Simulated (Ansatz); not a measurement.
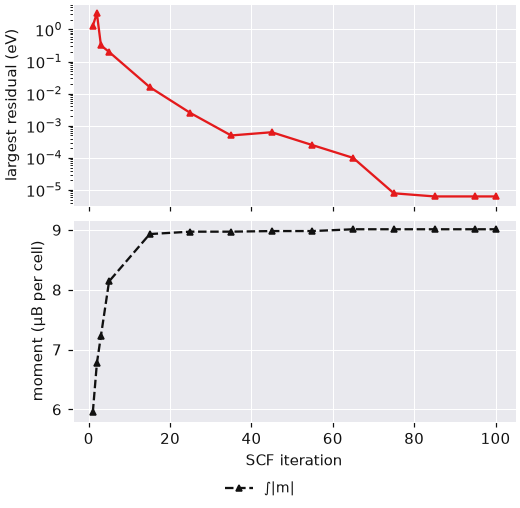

The plot shows the SCF iterations of a calculation: largest residual, magnetic moments. Only some iterations were kept.

Program: Ansatz.

```
crystal:
  atoms:
    - { position: [0.0, 0.0, 0.0], spin: 0.9, spin_axis: [0.708, -0.362, 0.606], symbol: Fe }
    - { position: [0.0, 0.5, 0.5], spin: 1.5, spin_axis: [-0.404, -0.911, 0.086], symbol: Fe }
    - { position: [0.5, 0.0, 0.5], spin: 1.9, spin_axis: [-0.676, -0.217, -0.704], symbol: Fe }
    - { position: [0.5, 0.5, 0.0], spin: 1.7, spin_axis: [-0.722, -0.123, -0.68], symbol: Fe }
  lattice:
    - [3.701083, 0.0, 0.0]
    - [0.0, 3.701083, 0.0]
    - [0.0, 0.0, 3.701083]
hamiltonian:
  pseudopotentials: { kind: nc }
  xc: lda
kpoints:
  mp_grid: { grid: [3, 3, 3] }
magnetization:
  noncollinear: true
scf:
  occupations: { method: gaussian, width: "0.1 eV" }
```

How did this run end?

It did not converge: it stopped after 100 iterations. The residual comes down slowly and unevenly, and has reached only 6 × 10⁻⁶ when the run stops.

What is the residual at the start and at the end?

It starts near 1 and ends near 6 × 10⁻⁶ eV.

How do the moments develop?

The integral of |m| goes from 6.0 to 9.0 μB per cell, though in an unconverged run this needn't be final.
